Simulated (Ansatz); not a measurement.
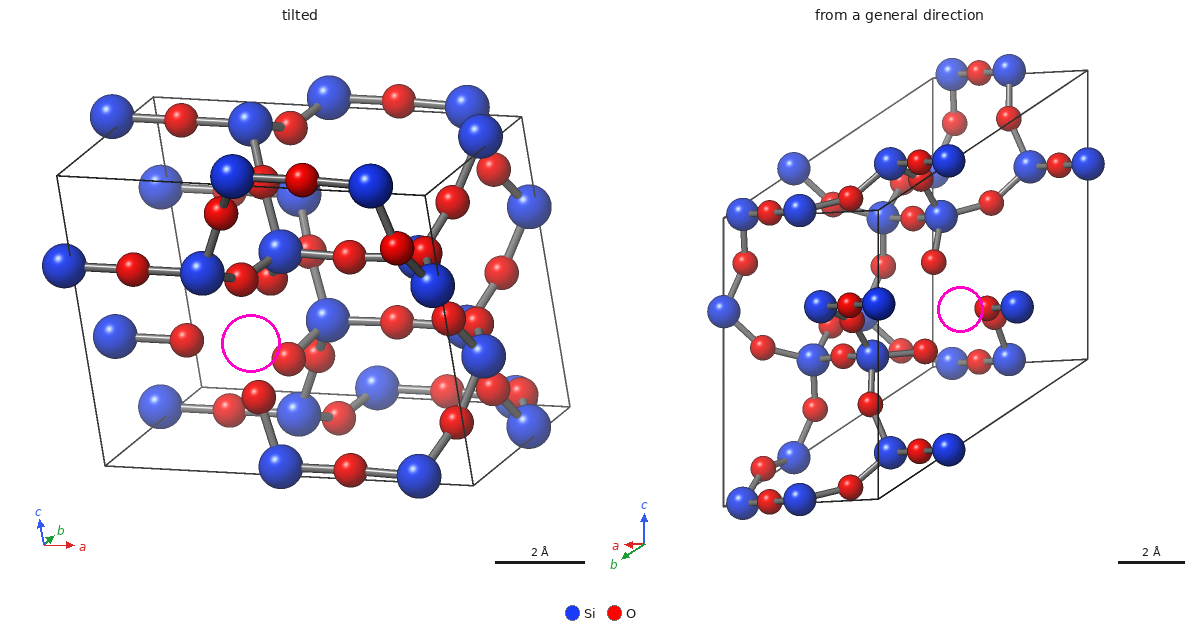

The figure gives a ball-and-stick picture of the atoms, viewed slightly off an axis and from a general direction. The edges of the supercell are marked. The host is SiO2, in a cell of 36 sites, and the cell is neutral. A ring marks the defect's site.

**What imperfection does the supercell contain?**

A silicon vacancy. Around the empty site lie four O at about 1.5 to 1.7 Å.

Method used: DFT PBE, scalar-relativistic, plane waves, PAW in Ansatz 0.2.0. It ran with 420 eV cutoff, 2×2×2 k-points, Gaussian smearing of 0.01 eV, collinear spins.

**Does the defect leave unpaired spin?**

Yes, 4.0 μB in the cell.

The atoms were relaxed in the host's cell with Ansatz 0.2.0, DFT PBE, scalar-relativistic, plane waves, PAW.
